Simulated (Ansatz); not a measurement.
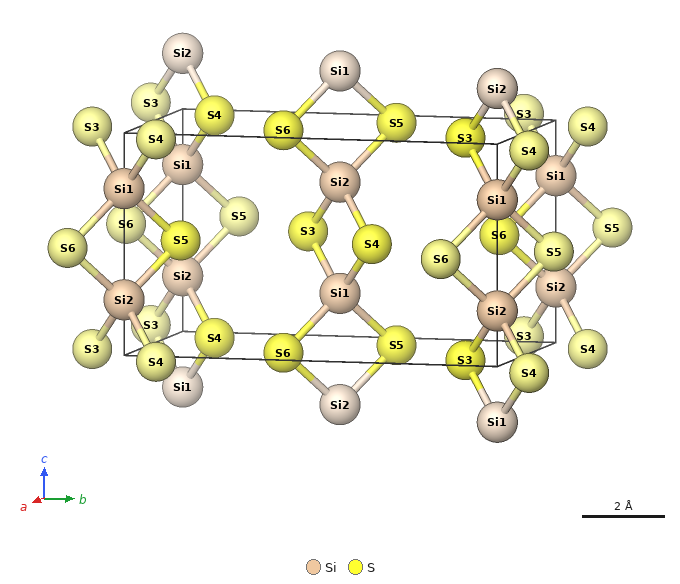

**Figure 1.** The input geometry (ball-and-stick view of the cell 2 times as large as that of the calculation, set on its symmetry axes, seen slightly off an axis; neighbours outside the cell are drawn fainter; atoms are numbered from 1 in the order of the input). Near neighbours in the crystal (not all of them lie inside the picture): Si has 4 S at 2.13 Å; S has 2 Si at 2.13 Å.

**Band-structure calculation, with input and output: SiS2**

The run: band-structure calculation of SiS2 (Ibam, 6 atoms in the cell). Method and program: DFT, r2SCAN+rVV10, plane waves, PAW, no spin polarisation (Ansatz 0.2.0).

The structure derives from a Materials Project entry. The geometry comes from this level: r2scan-rvv10. Figures and captions count atoms from 1; the log counts them from 0 in places.

Input file:
```yaml
crystal:
  lattice:
    - [-2.7696596973, 4.7719510159, 2.7628059585]
    - [2.7696596973, -4.7719510159, 2.7628059585]
    - [2.7696596973, 4.7719510159, -2.7628059585]
  atoms:
    - { symbol: Si, position: [0.75, 0.75, 0.0] }
    - { symbol: Si, position: [0.25, 0.25, 0.0] }
    - { symbol: S, position: [0.8815462745, 0.7892826355, 0.6708289099] }
    - { symbol: S, position: [0.1184537255, 0.2107173645, 0.3291710901] }
    - { symbol: S, position: [0.6184537255, 0.2892826355, 0.907736361] }
    - { symbol: S, position: [0.3815462745, 0.7107173645, 0.092263639] }
kpoints:
  mp_grid: { grid: [8, 8, 8] }
  band_path:
    path:
      - [0.0, 0.0, 0.0]
      - [0.5, -0.5, 0.5]
      - [0.3342172154, -0.3342172154, 0.6657827846]
      - [-0.3342172154, 0.3342172154, 0.3342172154]
      - [0.333800927, 0.333800927, -0.333800927]
      - [0.666199073, -0.333800927, 0.333800927]
      - [0.0, 0.5, 0.0]
      - [0.25, 0.25, 0.25]
      - [0.5, 0.0, 0.0]
    npoints: 1
hamiltonian:
  xc: r2scan
  dispersion: rvv10
scf:
  occupations: { method: fermi_dirac, width: 0.03 }
  n_extra_bands: 5
output:
  forces: true
  stress: true
  eigenvalues: true
  write_density: true
  write_potential: true
  elf: true
  volumetric_format: npy
```

Run on 2 threads of Arm Neoverse V2, 24 GiB of memory available, shared host.

Launched with:
```bash
ansatz run input.yaml --threads 2 --pin off --max-ram 2211MiB --backend cpu --events-out ev --progress --plain --runs-dir out
```

What the program printed:
```
scf.n_extra_bands = 5 over 16 filled bands (N_el = 32.0): the run solves 21 bands
Engine: ansatz 0.2.0, aarch64-unknown-linux-gnu
Pseudopotentials: kind: paw
Pseudopotential: Si, paw, valence charge 4, recommended cutoff 500 eV (meta_gga), Si.paw.azcp
Pseudopotential: S, paw, valence charge 6, recommended cutoff 500 eV (meta_gga), S.paw.azcp
Functional definition: r2SCAN+rVV10
  parameter k0 = 0.174
  parameter k1 = 0.065
  parameter a1 = 4.9479
  exchange = r2scan_x(k0 = k0, k1 = k1, a1 = a1)
  correlation = r2scan_c + rvv10(11.95, 0.0093)
Crystal: 6 atoms, lattice volume = 146.060 Å³
Basis set: ecut = 500 eV, 3737 PW (Γ), exchange–correlation on 216×216×216 points (64 copies of the dense FFT grid, shifted against one another)
Bands: 21, of which v1, the nominal top of the filled ones, is band 16 counted from 1 (15 counted from 0)
Symmetry: 8 space group operations
Space group: Ibam (ITA 72), of the structure as read, at distance tolerance 5.3e-5 Å
k-points: 95 of 512
Non-local potential: Si, projectors of the file, l = 0: 2, l = 1: 2, l = 2: 2
Non-local potential: S, projectors of the file, l = 0: 2, l = 1: 2, l = 2: 2
PAW form: soft (Blöchl's): semilocal exchange-correlation on the pseudo side does not see the compensation charge
rVV10 density: all electrons in the spheres
PAW frozen core: Si, regenerated for the run's functional (the file was generated under x = pbe(κ = 0.804, μ = 0.2195149727645171), c = pbe(β = 0.06672455060314922))
PAW frozen core: S, regenerated for the run's functional (the file was generated under x = pbe(κ = 0.804, μ = 0.2195149727645171), c = pbe(β = 0.06672455060314922))
PAW one-centre angular grid: Si, 302 points (default); XC on 160 Gauss nodes
PAW one-centre angular grid: S, 302 points (default); XC on 160 Gauss nodes
Initial density: superposition of atomic densities (neutral atoms: chi_scale 0, normalization atom), corrected by the library's trained network
Initial wavefunctions: pseudopotential atomic-orbital guess
Functional: x = r2scan, c = r2scan + rvv10(b = 11.95, C = 0.0093); τ floored in thin density (d = 2e-4 eV/Å³)
SCF iter   1: F=—  HF=-4902.578909 eV  |F-HF|=—  |Δ(HF+E_count)|=         —  Δρ=4.73e-3  dr2=5.10e-2  dr2_τ=1.02e-1  ethr=1.77e-3  ⟨swp⟩=7.6  Hψ=12999  notcnv=0
preconditioner: auto → Resta (q_TF=auto, 2.118 Å⁻¹)  ε∞=3.7  [insulator: Δε(μ)=3.129 eV  Ē_g=10.637 eV  σ=0.030 eV  W_gap=1.00  n_scr=22 (ndim 8)  ℏωp=17.4 eV  f_vac=0.009  D(μ)=0.00/eV (n_scr^D=0)  ε∞_Penn≈3.7]
SCF iter   2: F=—  HF=-4902.633402 eV  |F-HF|=—  |Δ(HF+E_count)|=   5.45e-2  Δρ=2.95e-3  dr2=1.47e-2  dr2_τ=1.63e-4  ethr=1.59e-4  ⟨swp⟩=2.6  Hψ=4528  notcnv=0  defer=95
SCF iter   3: F=—  HF=-4902.628079 eV  |F-HF|=—  |Δ(HF+E_count)|=   5.32e-3  Δρ=3.34e-4  dr2=2.50e-4  dr2_τ=3.88e-5  ethr=4.60e-5  ⟨swp⟩=2.9  Hψ=3481  notcnv=0  defer=95
SCF iter   4: F=—  HF=-4902.628103 eV  |F-HF|=—  |Δ(HF+E_count)|=   2.40e-5  Δρ=1.52e-4  dr2=2.95e-5  dr2_τ=6.39e-7  ethr=7.80e-7  ⟨swp⟩=2.0  Hψ=3345  notcnv=0  defer=95
SCF iter   5: F=—  HF=-4902.628160 eV  |F-HF|=—  |Δ(HF+E_count)|=   5.78e-5  Δρ=4.07e-5  dr2=5.06e-6  dr2_τ=4.00e-7  ethr=9.21e-8  ⟨swp⟩=2.5  Hψ=3628  notcnv=0  defer=95
SCF iter   6: F=—  HF=-4902.628160 eV  |F-HF|=—  |Δ(HF+E_count)|=   1.63e-7  Δρ=1.11e-5  dr2=2.05e-7  dr2_τ=5.21e-9  ethr=1.58e-8  ⟨swp⟩=2.2  Hψ=3174  notcnv=0  defer=95
SCF iter   7: F=-4902.628160 eV  HF=-4902.628160 eV  |F-HF|=2.52e-9  |Δ(HF+E_count)|=   1.38e-7  Δρ=1.43e-6  dr2=3.93e-9  dr2_τ=1.43e-10  ethr=3.13e-10  ⟨swp⟩=15.5  Hψ=16616  notcnv=0
SCF 1 converged in 7 iterations: F = -4902.628160 eV  dr2 = 3.93e-9
  greatest PAW one-centre occupation: 0.883 electrons in one spin orbital (limit 2), on the S atom at site 5 (counted from 0), in its partial waves of l = 0
```

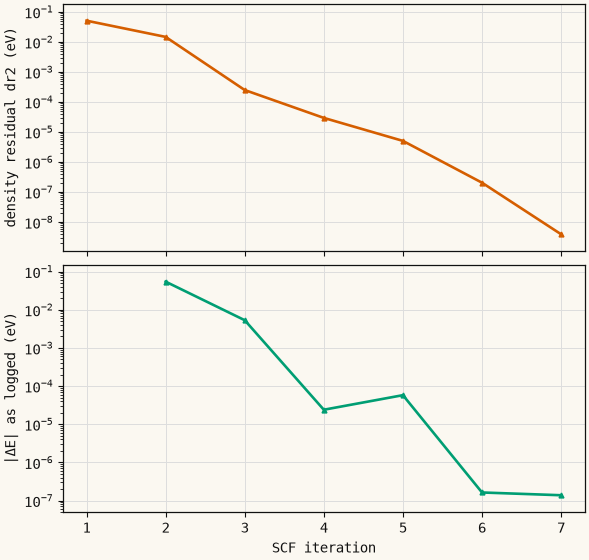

**Figure 2.** Convergence of the self-consistent field: density residual dr2 and size of the energy change against the SCF iteration. The residual falls at every step.

```
NSCF: frozen V_eff on 9 k-points
SCF converged after 7 iterations
Free energy (F): -4902.628160 eV
Harris-Foulkes:  -4902.628160 eV  (|F-HF|=2.52e-9)
Internal energy: -4902.628160 eV  (E = F + TS)
E sigma→0 (E₀):  -4902.628160 eV
Fermi energy:    4.355971 eV
--- Per-component energies (eV) ---
  E_band       = -95.292295
  E_kinetic    = 512.529795
  E_local      = -827.032415  (includes V_loc(G=0)·N_el)
  E_nonlocal   = 160.699954
  E_hartree    = 270.501266
  E_xc         = -467.621079
  E_vxc        = -480.165945  (∫ρ·V_xc dr)
  E_paw        = -3476.865791  (= ΣΔE_a)
  E_vpaw       = -25.387148  (= ΣTr[D̂ρ^β])
  E_aug_tail   = 0.000009  (compensation charges beyond the density's cutoff)
  E_vtau       = 23.060969  (kinetic-family band-sum trace: ∫τ·v_τ [+ j·A + Jᵃ·Aᵃ] dr)
  E_ewald      = -1074.247966
  E_core_change = -0.591933  (= ΣΔE_core)
  E_smearing   = -0.000000  (= −TS)
  E_closure    = 0.000000  (closes the sum)
  Σ components = -4902.628160   (vs F -4902.628160, Δ=0.00e0)
--- Forces (eV/Å), atoms counted from 1 ---
  atom   1  Si     0.00000000     0.00000000     0.00000000
  atom   2  Si     0.00000000     0.00000000     0.00000000
  atom   3  S     -0.00863141    -0.00571533     0.00000000
  atom   4  S      0.00863141     0.00571533     0.00000000
  atom   5  S     -0.00863141     0.00571533     0.00000000
  atom   6  S      0.00863141    -0.00571533     0.00000000
  max |Σ_I F_I| component: 1.73e-18 eV/Å
--- Stress (GPa, compression-positive) ---
        0.033201       0.000000       0.000000
        0.000000       0.021805       0.000000
        0.000000       0.000000      -0.009234
  P = ⅓ Tr σ = 0.0153 GPa (0.153 kbar)
--- Band table (eV; the first three rows and the last of 95) ---
  k-point 0: bands = ["-12.5813", "-10.3630", "-9.7607", "-9.5981", "-5.0187", "-3.3880", "-2.2058", "-1.3706", "-1.1875", "-0.1991", "-0.1953", "0.6841", "1.0898", "1.9679", "2.0462", "2.1818", "6.5554", "7.1212", "7.3096", "8.7868", "9.3219"]
  k-point 1: bands = ["-12.5611", "-10.3650", "-9.7837", "-9.6242", "-5.0230", "-3.3280", "-2.2179", "-1.3318", "-1.1984", "-0.2252", "-0.1506", "0.7977", "1.0540", "1.7367", "1.9838", "2.3002", "6.7121", "7.1886", "7.5121", "8.6133", "9.1476"]
  k-point 2: bands = ["-12.5102", "-10.3686", "-9.8529", "-9.6762", "-5.0333", "-3.1778", "-2.2310", "-1.3198", "-1.1329", "-0.2968", "0.0229", "0.9573", "1.0347", "1.1776", "1.9226", "2.5143", "7.1647", "7.2814", "7.8991", "8.2445", "8.7647"]
  k-point 94: bands = ["-12.4011", "-10.4050", "-9.9935", "-9.7890", "-5.1854", "-2.8508", "-1.7938", "-0.9604", "-0.8101", "0.3379", "0.4088", "0.5716", "0.6345", "0.7411", "1.2928", "2.4983", "5.9354", "7.0161", "7.2773", "8.2400", "8.3259"]
```

File rho_z.tsv:
```
# z_ang	rho[e/angstrom^3]
# format = ansatz-planar-average/11
# lattice	-2.769659697	4.771951016	2.762805958
# lattice	2.769659697	-4.771951016	2.762805958
# lattice	2.769659697	4.771951016	-2.762805958
# sites	6
# site	14	0.000000000	0.000000000	4.144208938
# site	14	0.000000000	0.000000000	1.381402979
# site	16	1.602428913	3.641440264	2.762805959
# site	16	1.167230784	1.130510752	0.000000000
# site	16	1.602428913	5.902461768	0.000000000
# site	16	1.167230784	-1.130510752	2.762805958
0.000000	3.341320e-1
0.114269	3.316323e-1
0.228539	3.248300e-1
0.342808	3.155153e-1
0.457077	3.058232e-1
0.571347	2.974061e-1
0.685616	2.909038e-1
0.799885	2.858920e-1
0.914155	2.812354e-1
1.028424	2.756120e-1
1.142694	2.679544e-1
1.256963	2.576722e-1
1.371232	2.446972e-1
1.485502	2.294635e-1
1.599771	2.128637e-1
1.714040	1.961363e-1
1.828310	1.806385e-1
1.942579	1.675222e-1
2.056848	1.574137e-1
2.171118	1.502227e-1
2.285387	1.451691e-1
2.399656	1.410604e-1
2.513926	1.367583e-1
2.628195	1.316488e-1
2.742465	1.259040e-1
2.856734	1.204169e-1
2.971003	1.164214e-1
3.085273	1.149558e-1
3.199542	1.164214e-1
3.313811	1.204169e-1
3.428081	1.259040e-1
3.542350	1.316488e-1
3.656619	1.367583e-1
3.770889	1.410604e-1
3.885158	1.451691e-1
3.999427	1.502227e-1
4.113697	1.574137e-1
4.227966	1.675222e-1
4.342236	1.806385e-1
4.456505	1.961363e-1
4.570774	2.128637e-1
4.685044	2.294635e-1
4.799313	2.446972e-1
4.913582	2.576722e-1
5.027852	2.679544e-1
5.142121	2.756120e-1
5.256390	2.812354e-1
5.370660	2.858920e-1
5.484929	2.909038e-1
5.599198	2.974061e-1
5.713468	3.058232e-1
5.827737	3.155153e-1
5.942006	3.248300e-1
6.056276	3.316323e-1
```

File v_z.tsv:
```
# z_ang	v_es[eV]	v_tot[eV]
# format = ansatz-planar-average/11
# xc	r2scan
# density_cutoff_ev	2500
# datasets	Si=:simpson_from_first_knot:soft:shift=0	S=:simpson_from_first_knot:soft:shift=0
# lattice	-2.769659697	4.771951016	2.762805958
# lattice	2.769659697	-4.771951016	2.762805958
# lattice	2.769659697	4.771951016	-2.762805958
# sites	6
# site	14	0.000000000	0.000000000	4.144208938
# site	14	0.000000000	0.000000000	1.381402979
# site	16	1.602428913	3.641440264	2.762805959
# site	16	1.167230784	1.130510752	0.000000000
# site	16	1.602428913	5.902461768	0.000000000
# site	16	1.167230784	-1.130510752	2.762805958
0.000000	-6.391108e0	-1.779734e1
0.114269	-6.185124e0	-1.755786e1
0.228539	-5.604484e0	-1.691712e1
0.342808	-4.741797e0	-1.596867e1
0.457077	-3.705771e0	-1.477648e1
0.571347	-2.585647e0	-1.346692e1
0.685616	-1.443935e0	-1.212809e1
0.799885	-3.327052e-1	-1.079358e1
0.914155	6.702942e-1	-9.557187e0
1.028424	1.489267e0	-8.491991e0
1.142694	2.117334e0	-7.583429e0
1.256963	2.625566e0	-6.774234e0
1.371232	3.084011e0	-6.024907e0
1.485502	3.504942e0	-5.364374e0
1.599771	3.878335e0	-4.805414e0
1.714040	4.191969e0	-4.308981e0
1.828310	4.446817e0	-3.850913e0
1.942579	4.660699e0	-3.394258e0
2.056848	4.850376e0	-2.901164e0
2.171118	5.028363e0	-2.423091e0
2.285387	5.210492e0	-2.009795e0
2.399656	5.416354e0	-1.618654e0
2.513926	5.666987e0	-1.217981e0
2.628195	5.972531e0	-8.509993e-1
2.742465	6.316772e0	-5.670140e-1
2.856734	6.650960e0	-3.435553e-1
2.971003	6.902097e0	-1.451707e-1
3.085273	6.996121e0	-5.303593e-2
3.199542	6.902097e0	-1.451707e-1
3.313811	6.650960e0	-3.435553e-1
3.428081	6.316772e0	-5.670140e-1
3.542350	5.972531e0	-8.509993e-1
3.656619	5.666987e0	-1.217981e0
3.770889	5.416354e0	-1.618654e0
3.885158	5.210492e0	-2.009795e0
3.999427	5.028363e0	-2.423091e0
4.113697	4.850376e0	-2.901164e0
4.227966	4.660699e0	-3.394258e0
4.342236	4.446817e0	-3.850913e0
4.456505	4.191969e0	-4.308981e0
4.570774	3.878335e0	-4.805414e0
4.685044	3.504942e0	-5.364374e0
4.799313	3.084011e0	-6.024907e0
4.913582	2.625566e0	-6.774234e0
5.027852	2.117334e0	-7.583429e0
5.142121	1.489267e0	-8.491991e0
5.256390	6.702942e-1	-9.557187e0
5.370660	-3.327052e-1	-1.079358e1
5.484929	-1.443935e0	-1.212809e1
5.599198	-2.585647e0	-1.346692e1
5.713468	-3.705771e0	-1.477648e1
5.827737	-4.741797e0	-1.596867e1
5.942006	-5.604484e0	-1.691712e1
6.056276	-6.185124e0	-1.755786e1
```

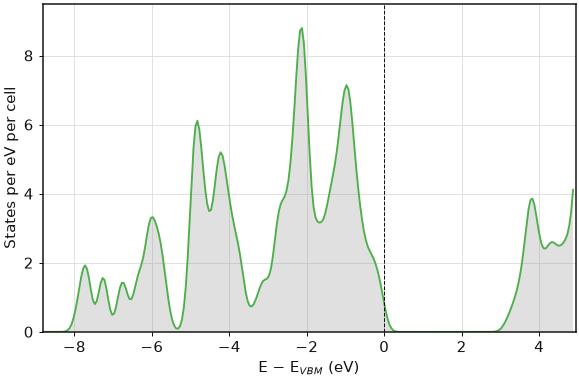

**Figure 3.** Density of states (the curve is built from the levels of the k mesh with Gaussians 0.3 eV wide, which also blur the band edges), with energies from the valence-band top. There is a gap of 3.14 eV on the k-point mesh. Small ripples come from the finite k-point mesh.

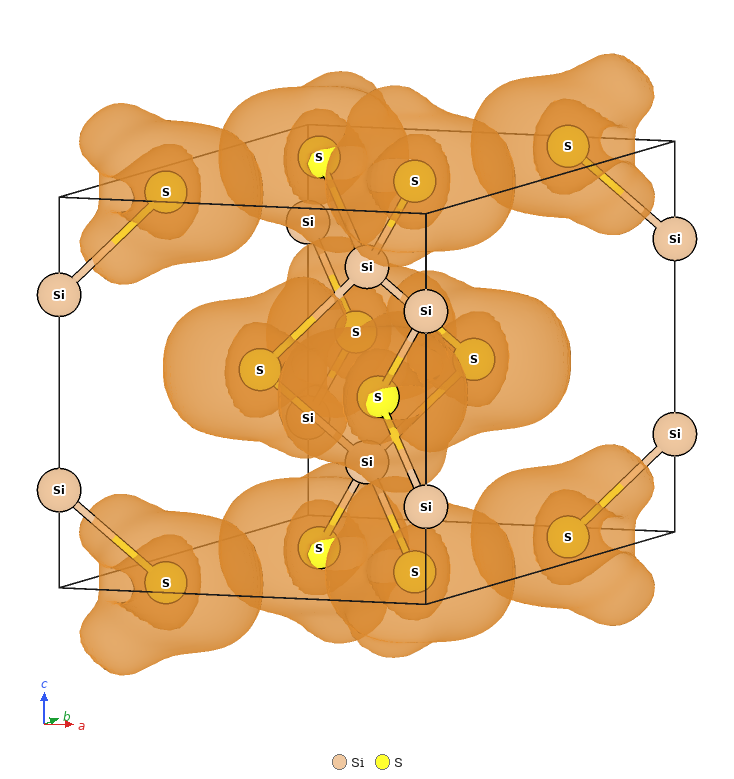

**Figure 4.** Isosurface of the ELF at 0.75 (orange), seen slightly off an axis. Core shells and regions of very low density are left out. Sticks mark near contacts. The outline is the cell set on symmetry axes. Values along the shortest contacts: Si–S (2.13 Å): the ELF peaks at about 0.90 between the atoms, which marks a covalent bond. Core electrons are frozen (PAW), so the fields are smoothed inside the atomic spheres.

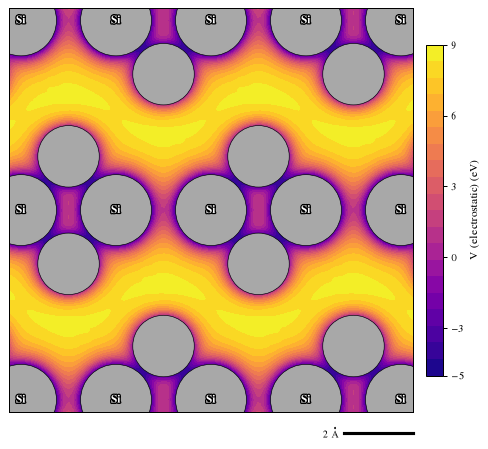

**Figure 5.** Electrostatic potential (local pseudopotential plus Hartree) felt by an electron on the (11̄0) plane of the conventional cell. Grey discs, where drawn, cover atomic cores. Outside the cores the potential energy rises away from the atoms and is highest about 1.8 Å from the nearest atoms; outside the discs it spans about 13 eV, and its zero is arbitrary.

Key numbers:

- outcome: converged
- space group (tolerance 0.01 Å): Ibam (72)
- electrons treated: 32
- free energy: −4902.6282 eV
- Fermi energy: 4.356 eV
- gap on the k-point mesh: 3.14 eV
- pressure: 0.02 GPa
- largest force (length of the vector): 0.010 eV/Å
- wall time: 31 s (CPU time 61 s)
- peak memory: 1.3 GiB
